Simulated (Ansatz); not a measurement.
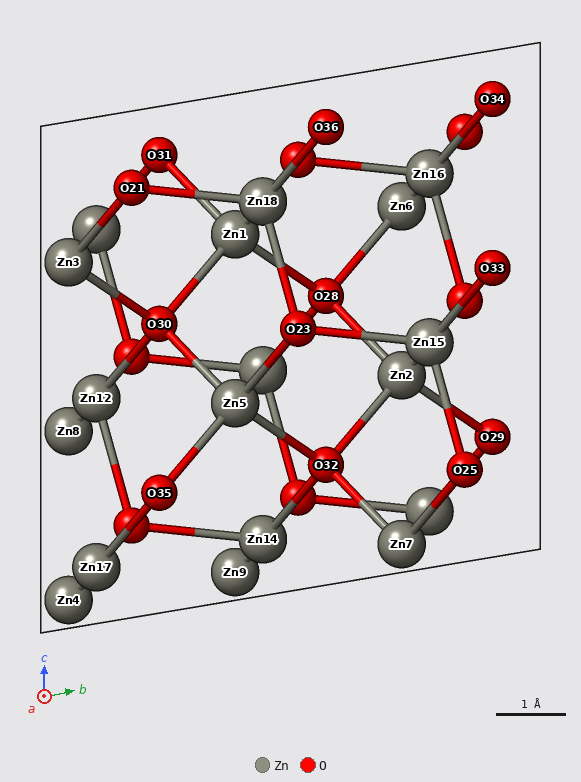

**Figure 1.** The structure as given in the input (ball-and-stick view of the cell of the calculation, along the a axis; atoms are numbered from 1 in the order of the input).

# Single-point calculation of ZnO

System: ZnO (P6₃mc, 36 atoms in the cell).
Method: DFT LDA, scalar-relativistic, plane waves, PAW, no spin polarisation (Ansatz 0.2.0).

The structure derives from a Materials Project entry. It belongs to a series of runs on one base structure; here: the perfect crystal in a cell of 36 atoms. Figures and captions count atoms from 1; the log counts them from 0 in places.

### Log
```
Engine: ansatz 0.2.0, x86_64-unknown-linux-gnu
Pseudopotentials: kind: paw
Pseudopotential: Zn, paw, valence charge 12, recommended cutoff 420 eV (normal), Zn.paw.azcp
Pseudopotential: O, paw, valence charge 6, recommended cutoff 420 eV (normal), O.paw.azcp
Functional definition: SPW92
  exchange = slater_x
  correlation = pw_c
Crystal: 36 atoms, lattice volume = 407.919 Å³
Basis set: ecut = 420 eV, 7949 PW (Γ), exchange–correlation on 108×108×108 points (8 copies of the dense FFT grid, shifted against one another)
Bands: 198, of which v1, the nominal top of the filled ones, is band 162 counted from 1 (161 counted from 0)
Symmetry: 54 space group operations
Space group: P63mc (ITA 186), of the structure as read, at distance tolerance 7.4e-5 Å
k-points: 2 of 8 (time reversal used)
Non-local potential: Zn, projectors of the file, l = 0: 2, l = 1: 2, l = 2: 3, l = 3: 1
Non-local potential: O, projectors of the file, l = 0: 2, l = 1: 2, l = 2: 1
PAW form: soft (Blöchl's): semilocal exchange-correlation on the pseudo side does not see the compensation charge
PAW frozen core: Zn, regenerated for the run's functional, and the local potential with it (the file was generated under x = pbe(κ = 0.804, μ = 0.2195149727645171), c = pbe(β = 0.06672455060314922))
PAW frozen core: O, regenerated for the run's functional, and the local potential with it (the file was generated under x = pbe(κ = 0.804, μ = 0.2195149727645171), c = pbe(β = 0.06672455060314922))
PAW one-centre angular grid: Zn, 590 points (default); XC on 64 Gauss nodes
PAW one-centre angular grid: O, 110 points (default); XC on 64 Gauss nodes
Initial density: superposition of atomic densities (neutral atoms: chi_scale 0, normalization atom), corrected by the library's trained network
Initial wavefunctions: pseudopotential atomic-orbital guess
Functional: x = slater, c = lda
SCF iter   1: F=—  HF=-68435.796886 eV  |F-HF|=—  |Δ(HF+E_count)|=         —  Δρ=1.86e-2  dr2=1.17e0  ethr=1.77e-3  ⟨swp⟩=6.5  Hψ=1627  notcnv=0  defer=1
preconditioner: auto → Resta (q_TF=auto, 2.626 Å⁻¹)  ε∞=7.7  [insulator: Δε(μ)=1.955 eV  Ē_g=12.807 eV  σ=0.010 eV  W_gap=1.00  n_scr=124 (ndim 8)  ℏωp=33.1 eV  f_vac=0.030  D(μ)=0.00/eV (n_scr^D=0)  ε∞_Penn≈7.7]
SCF iter   2: F=—  HF=-68435.482386 eV  |F-HF|=—  |Δ(HF+E_count)|=   3.15e-1  Δρ=3.69e-3  dr2=2.30e-2  ethr=3.62e-4  ⟨swp⟩=2.5  Hψ=778  notcnv=0  defer=59
SCF iter   3: F=—  HF=-68435.476195 eV  |F-HF|=—  |Δ(HF+E_count)|=   6.19e-3  Δρ=2.13e-3  dr2=1.00e-2  ethr=7.10e-6  ⟨swp⟩=3.0  Hψ=609  notcnv=0  defer=59
SCF iter   4: F=—  HF=-68435.473683 eV  |F-HF|=—  |Δ(HF+E_count)|=   2.51e-3  Δρ=7.61e-4  dr2=1.40e-3  ethr=3.10e-6  ⟨swp⟩=2.0  Hψ=638  notcnv=0  defer=59
SCF iter   5: F=—  HF=-68435.472867 eV  |F-HF|=—  |Δ(HF+E_count)|=   8.16e-4  Δρ=1.85e-4  dr2=1.14e-4  ethr=4.31e-7  ⟨swp⟩=2.0  Hψ=625  notcnv=0  defer=59
SCF iter   6: F=—  HF=-68435.472819 eV  |F-HF|=—  |Δ(HF+E_count)|=   4.79e-5  Δρ=3.44e-5  dr2=3.27e-6  ethr=3.51e-8  ⟨swp⟩=2.0  Hψ=550  notcnv=0  defer=59
SCF iter   7: F=—  HF=-68435.472011 eV  |F-HF|=—  |Δ(HF+E_count)|=   8.08e-4  Δρ=1.10e-5  dr2=4.07e-7  ethr=1.01e-9  ⟨swp⟩=2.0  Hψ=625  notcnv=0  defer=59
SCF iter   8: F=—  HF=-68435.472011 eV  |F-HF|=—  |Δ(HF+E_count)|=   2.76e-7  Δρ=1.00e-5  dr2=3.36e-7  ethr=3.09e-11  ⟨swp⟩=14.0  Hψ=3139  notcnv=0
SCF iter   9: F=-68435.472011 eV  HF=-68435.472011 eV  |F-HF|=1.96e-8  |Δ(HF+E_count)|=   6.17e-8  Δρ=2.98e-6  dr2=3.08e-8  ethr=3.09e-11  ⟨swp⟩=5.5  Hψ=2362  notcnv=0
SCF 1 converged in 9 iterations: F = -68435.472011 eV  dr2 = 3.08e-8
  greatest PAW one-centre occupation: 0.987 electrons in one spin orbital (limit 2), on the Zn atom at site 8 (counted from 0), in its partial waves of l = 2
SCF converged after 9 iterations
Free energy (F): -68435.472011 eV
Harris-Foulkes:  -68435.472011 eV  (|F-HF|=1.96e-8)
Internal energy: -68435.472011 eV  (E = F + TS)
E sigma→0 (E₀):  -68435.472011 eV
Fermi energy:    8.443332 eV
--- Per-component energies (eV) ---
  E_band       = 627.270898
  E_kinetic    = 5509.343332
  E_local      = -35398.926448  (includes V_loc(G=0)·N_el)
  E_nonlocal   = 12098.361030
  E_hartree    = 14494.580457
  E_xc         = -3732.156001
  E_vxc        = -2627.032687  (∫ρ·V_xc dr)
  E_paw        = -34332.255564  (= ΣΔE_a)
  E_vpaw       = -7943.686262  (= ΣTr[D̂ρ^β])
  E_aug_tail   = 0.039308  (compensation charges beyond the density's cutoff)
  E_ewald      = -27104.231256
  E_core_change = 29.773131  (= ΣΔE_core)
  E_smearing   = -0.000000  (= −TS)
  E_closure    = 0.000000  (closes the sum)
  Σ components = -68435.472011   (vs F -68435.472011, Δ=0.00e0)
--- Forces (eV/Å), atoms counted from 1 ---
  atom   1  Zn    -0.00000000     0.00000000     0.00003491
  atom   2  Zn    -0.00000000     0.00000000     0.00003491
  atom   3  Zn    -0.00000000     0.00000000     0.00003491
  atom   4  Zn    -0.00000000     0.00000000     0.00003491
  atom   5  Zn     0.00000000     0.00000000     0.00003491
  atom   6  Zn    -0.00000000     0.00000000     0.00003491
  atom   7  Zn     0.00000000     0.00000000     0.00003491
  atom   8  Zn     0.00000000     0.00000000     0.00003491
  atom   9  Zn    -0.00000000     0.00000000     0.00003491
  atom  10  Zn     0.00000000    -0.00000000    -0.00034556
  atom  11  Zn    -0.00000000    -0.00000000    -0.00034556
  atom  12  Zn    -0.00000000    -0.00000000    -0.00034556
  atom  13  Zn     0.00000000    -0.00000000    -0.00034556
  atom  14  Zn    -0.00000000    -0.00000000    -0.00034556
  atom  15  Zn     0.00000000    -0.00000000    -0.00034556
  atom  16  Zn     0.00000000    -0.00000000    -0.00034556
  atom  17  Zn     0.00000000    -0.00000000    -0.00034556
  atom  18  Zn     0.00000000    -0.00000000    -0.00034556
  atom  19  O      0.00000000     0.00000000     0.00264852
  atom  20  O      0.00000000     0.00000000     0.00264852
  atom  21  O      0.00000000     0.00000000     0.00264852
  atom  22  O      0.00000000     0.00000000     0.00264852
  atom  23  O      0.00000000     0.00000000     0.00264852
  atom  24  O      0.00000000     0.00000000     0.00264852
  atom  25  O     -0.00000000     0.00000000     0.00264852
  atom  26  O      0.00000000     0.00000000     0.00264852
  atom  27  O     -0.00000000     0.00000000     0.00264852
  atom  28  O     -0.00000000    -0.00000000    -0.00233235
  atom  29  O      0.00000000     0.00000000    -0.00233235
  atom  30  O     -0.00000000    -0.00000000    -0.00233235
  atom  31  O     -0.00000000     0.00000000    -0.00233235
  atom  32  O      0.00000000    -0.00000000    -0.00233235
  atom  33  O     -0.00000000    -0.00000000    -0.00233235
  atom  34  O     -0.00000000    -0.00000000    -0.00233235
  atom  35  O      0.00000000    -0.00000000    -0.00233235
  atom  36  O      0.00000000    -0.00000000    -0.00233235
  max |Σ_I F_I| component: 4.97e-5 eV/Å
--- Stress (GPa, compression-positive) ---
        0.003440       0.000000      -0.000000
       -0.000000       0.003440      -0.000000
       -0.000000      -0.000000      -0.029930
  P = ⅓ Tr σ = -0.0077 GPa (-0.077 kbar)
--- Band table (eV) ---
  k-point 0: bands = ["-10.5721", "-10.1205", "-10.1205", "-10.1205", "-9.9755", "-9.9449", "-9.9449", "-9.9449", "-9.8187", "-9.8187", "-9.8187", "-9.6816", "-9.6816", "-9.6808", "-9.6808", "-9.6509", "-9.6509", "-9.6509", "1.0055", "1.0055", "1.0055", "1.0720", "1.0720", "1.0720", "1.1175", "1.1175", "1.1175", "1.2664", "1.4217", "1.4857", "1.4857", "1.4857", "1.4913", "1.4913", "1.5249", "1.5249", "1.6298", "1.6298", "1.6299", "1.6299",
      "1.6716", "1.6716", "1.7390", "1.7390", "1.7390", "1.8658", "1.8658", "1.8658", "1.8808", "1.8808", "1.8808", "1.9146", "1.9146", "1.9146", "1.9339", "1.9339", "1.9339", "1.9758", "1.9758", "1.9758", "1.9772", "1.9772", "2.1571", "2.1571", "2.1571", "2.1941", "2.1941", "2.1941", "2.3771", "2.3771", "2.3774", "2.3774", "2.7175", "2.7175", "2.7175", "2.7619", "2.7619", "2.8645", "2.8645", "2.8656",
      "2.8656", "2.9057", "2.9057", "2.9057", "2.9356", "2.9356", "2.9356", "2.9660", "2.9660", "2.9660", "3.0130", "3.0130", "3.0130", "3.0329", "3.0329", "3.0600", "3.0600", "3.0600", "3.0868", "3.0868", "3.0868", "3.1963", "3.1963", "3.1964", "3.1964", "3.2009", "3.2009", "3.2009", "3.5968", "3.5968", "3.5968", "3.7787", "3.7787", "3.7788", "3.7788", "3.9222", "3.9222", "3.9875", "4.2240", "4.2240",
      "4.2240", "4.2432", "4.2432", "4.2432", "4.4702", "4.4702", "4.4702", "5.1600", "5.1600", "5.1600", "5.3591", "5.3591", "5.5509", "5.5509", "5.5509", "5.6724", "5.6724", "5.6724", "5.8205", "5.8205", "5.8209", "5.8209", "6.0550", "6.0550", "6.0550", "6.3034", "6.3034", "6.3034", "6.4009", "6.4009", "6.4009", "6.4646", "6.6401", "6.6401", "6.6401", "6.8022", "6.8022", "6.8571", "6.8571", "6.8571",
      "7.4105", "7.4105", "9.4761", "11.8558", "11.8558", "11.8558", "12.2962", "12.4533", "12.4533", "12.4533", "13.2140", "13.2140", "13.2140", "14.8761", "14.8761", "14.8761", "15.1734", "15.1734", "15.4704", "15.4704", "15.4706", "15.4706", "15.6138", "15.6138", "15.6228", "15.6228", "15.6228", "16.2061", "16.4289", "16.4289", "16.4289", "16.4374", "16.4374", "16.4374", "16.5844", "16.5844", "16.5844", "17.3702"]
  k-point 1: bands = ["-10.5051", "-10.2480", "-10.1524", "-10.1524", "-10.0544", "-9.8855", "-9.8855", "-9.8372", "-9.7827", "-9.7794", "-9.7794", "-9.7513", "-9.7513", "-9.7080", "-9.7080", "-9.6540", "-9.6205", "-9.6205", "1.1002", "1.1472", "1.1472", "1.1514", "1.1684", "1.1684", "1.1731", "1.1774", "1.1882", "1.1882", "1.3031", "1.3031", "1.3094", "1.3094", "1.3128", "1.5461", "1.5461", "1.5526", "1.5972", "1.6450", "1.6480", "1.6635",
      "1.6919", "1.7194", "1.7194", "1.7278", "1.7403", "1.7403", "1.7641", "1.7641", "1.7685", "1.8153", "1.8153", "1.8415", "1.8443", "1.8976", "1.8976", "1.9410", "1.9410", "1.9941", "1.9941", "2.0242", "2.0242", "2.0865", "2.1192", "2.1192", "2.1342", "2.1342", "2.1402", "2.2568", "2.2821", "2.2821", "2.3645", "2.3645", "2.7573", "2.7729", "2.7729", "2.7893", "2.7893", "2.8216", "2.8970", "2.8970",
      "2.9019", "2.9019", "2.9135", "2.9238", "2.9341", "2.9341", "2.9803", "2.9803", "2.9850", "2.9892", "3.0044", "3.0207", "3.0516", "3.0516", "3.0645", "3.0791", "3.1218", "3.1218", "3.1305", "3.1485", "3.1485", "3.1526", "3.1526", "3.1951", "3.2302", "3.2302", "3.3277", "3.3277", "3.4443", "3.4720", "3.4720", "3.5975", "3.6972", "3.7636", "3.7636", "3.9586", "3.9586", "4.1005", "4.1005", "4.1354",
      "4.1354", "4.4795", "4.4795", "4.8108", "4.8632", "4.8632", "5.1044", "5.1044", "5.1225", "5.1289", "5.1289", "5.1415", "5.1415", "5.3486", "5.4699", "5.5431", "5.5431", "5.7301", "5.7434", "5.7434", "5.9143", "5.9143", "6.1076", "6.1076", "6.2468", "6.2824", "6.2824", "6.2864", "6.3137", "6.3137", "6.3178", "6.3579", "6.4239", "6.6345", "6.6345", "6.6441", "6.6891", "6.7707", "6.7707", "6.9553",
      "7.2092", "7.3126", "9.8931", "11.2764", "11.7174", "11.7174", "12.2546", "13.0261", "13.4499", "13.4499", "13.5795", "13.5795", "13.7858", "13.9666", "14.0498", "14.0498", "14.1206", "14.1206", "14.9872", "14.9872", "15.5340", "15.5850", "15.5850", "15.7617", "16.1478", "16.1478", "16.2819", "16.2819", "16.2957", "16.2957", "16.3091", "16.3731", "16.3731", "16.9805", "17.0960", "17.0960", "17.6719", "17.6719"]
```

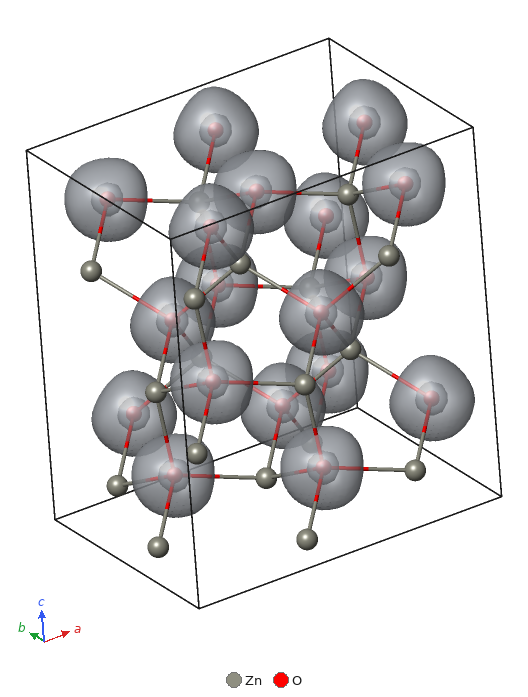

**Figure 2.** Isosurface of the electron localisation function at 0.65 (grey), seen slightly off an axis. Only the valence region is drawn (cores and ρ < 0.01 e/Å³ removed). Sticks mark near contacts. The outline is the calculation cell. Profiles from the grid: Zn–O (1.94 Å): the ELF is about 0.25 at the midpoint. In a PAW calculation such maps are meaningful between the atoms, not at the nuclei.

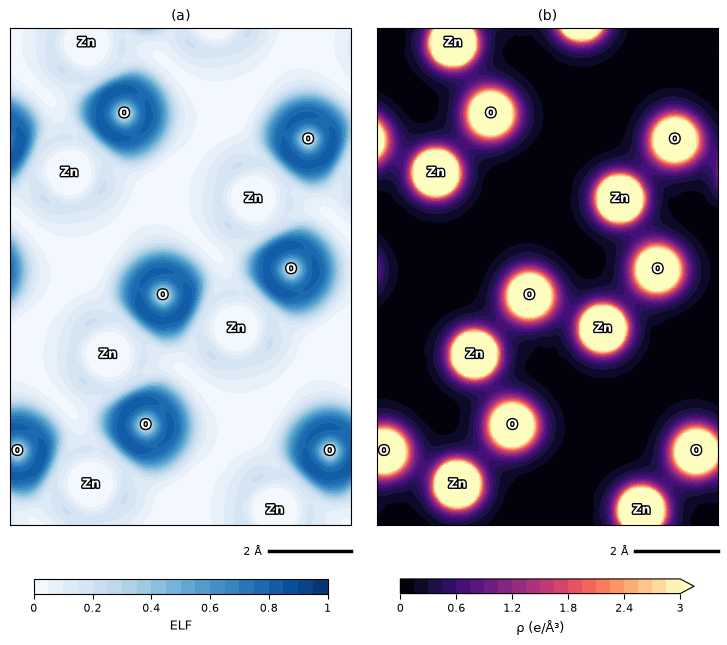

**Figure 3.** (a) electron localisation function; (b) valence pseudo-density on the (101̄) plane of the calculation cell. The plane passes through Zn and O nuclei. Zn–O (1.95 Å): ρ at the midpoint is about 0.65 e/Å³; the ELF is about 0.25 at the midpoint. Away from the nuclei the density in this plane falls to 0.01 e/Å³ at its lowest.

This output came from the following input.

### Input file
```yaml
crystal:
  lattice:
    - [4.7807160059, 2.7601476729, 5.1522601561]
    - [-4.7807160059, 2.7601476729, 5.1522601561]
    - [0.0, -5.5202953458, 5.1522601561]
  atoms:
    - { symbol: Zn, position: [0.3892068754, 0.3892068754, 0.7225402087] }
    - { symbol: Zn, position: [0.3892068754, 0.7225402087, 0.3892068754] }
    - { symbol: Zn, position: [0.7225402087, 0.0558735421, 0.7225402087] }
    - { symbol: Zn, position: [0.3892068754, 0.0558735421, 0.0558735421] }
    - { symbol: Zn, position: [0.7225402087, 0.3892068754, 0.3892068754] }
    - { symbol: Zn, position: [0.0558735421, 0.7225402087, 0.7225402087] }
    - { symbol: Zn, position: [0.7225402087, 0.7225402087, 0.0558735421] }
    - { symbol: Zn, position: [0.0558735421, 0.0558735421, 0.3892068754] }
    - { symbol: Zn, position: [0.0558735421, 0.3892068754, 0.0558735421] }
    - { symbol: Zn, position: [0.1114290976, 0.444762431, 0.444762431] }
    - { symbol: Zn, position: [0.1114290976, 0.7780957643, 0.1114290976] }
    - { symbol: Zn, position: [0.444762431, 0.1114290976, 0.444762431] }
    - { symbol: Zn, position: [0.1114290976, 0.1114290976, 0.7780957643] }
    - { symbol: Zn, position: [0.444762431, 0.444762431, 0.1114290976] }
    - { symbol: Zn, position: [0.7780957643, 0.7780957643, 0.444762431] }
    - { symbol: Zn, position: [0.444762431, 0.7780957643, 0.7780957643] }
    - { symbol: Zn, position: [0.7780957643, 0.1114290976, 0.1114290976] }
    - { symbol: Zn, position: [0.7780957643, 0.444762431, 0.7780957643] }
    - { symbol: O, position: [0.5153409024, 0.5153409024, 0.8486742357] }
    - { symbol: O, position: [0.5153409024, 0.8486742357, 0.5153409024] }
    - { symbol: O, position: [0.8486742357, 0.182007569, 0.8486742357] }
    - { symbol: O, position: [0.5153409024, 0.182007569, 0.182007569] }
    - { symbol: O, position: [0.8486742357, 0.5153409024, 0.5153409024] }
    - { symbol: O, position: [0.182007569, 0.8486742357, 0.8486742357] }
    - { symbol: O, position: [0.8486742357, 0.8486742357, 0.182007569] }
    - { symbol: O, position: [0.182007569, 0.182007569, 0.5153409024] }
    - { symbol: O, position: [0.182007569, 0.5153409024, 0.182007569] }
    - { symbol: O, position: [0.2375631246, 0.5708964579, 0.5708964579] }
    - { symbol: O, position: [0.2375631246, 0.9042297913, 0.2375631246] }
    - { symbol: O, position: [0.5708964579, 0.2375631246, 0.5708964579] }
    - { symbol: O, position: [0.2375631246, 0.2375631246, 0.9042297913] }
    - { symbol: O, position: [0.5708964579, 0.5708964579, 0.2375631246] }
    - { symbol: O, position: [0.9042297913, 0.9042297913, 0.5708964579] }
    - { symbol: O, position: [0.5708964579, 0.9042297913, 0.9042297913] }
    - { symbol: O, position: [0.9042297913, 0.2375631246, 0.2375631246] }
    - { symbol: O, position: [0.9042297913, 0.5708964579, 0.9042297913] }
basis:
  ecutwfc: 420
  xc_grid: 2
kpoints:
  mp_grid: { grid: [2, 2, 2], shift: [0.5, 0.5, 0.5] }
hamiltonian:
  xc: lda
scf:
  occupations: { method: gaussian, width: 0.01 }
output:
  forces: true
  stress: true
  eigenvalues: true
  write_density: true
  write_potential: true
  elf: true
  volumetric_format: npy
```

Command:
```bash
ansatz run input.yaml --threads 4 --pin off --max-ram 8192MiB --backend cpu --events-out ev --progress --plain --runs-dir out
```

### Key numbers

- outcome: converged
- space group (tolerance 0.01 Å): P6₃mc (186)
- electrons treated: 324
- free energy: −68435.4720 eV
- Fermi energy: 8.443 eV
- gap on the k-point mesh: 2.07 eV
- pressure: −0.01 GPa
- largest force (length of the vector): 0.003 eV/Å
- hardware: 4 threads of AMD EPYC (Zen 3), 189 GiB of memory available, shared host
- wall time: 31 s (CPU time 88 s)
- peak memory: 1 GiB
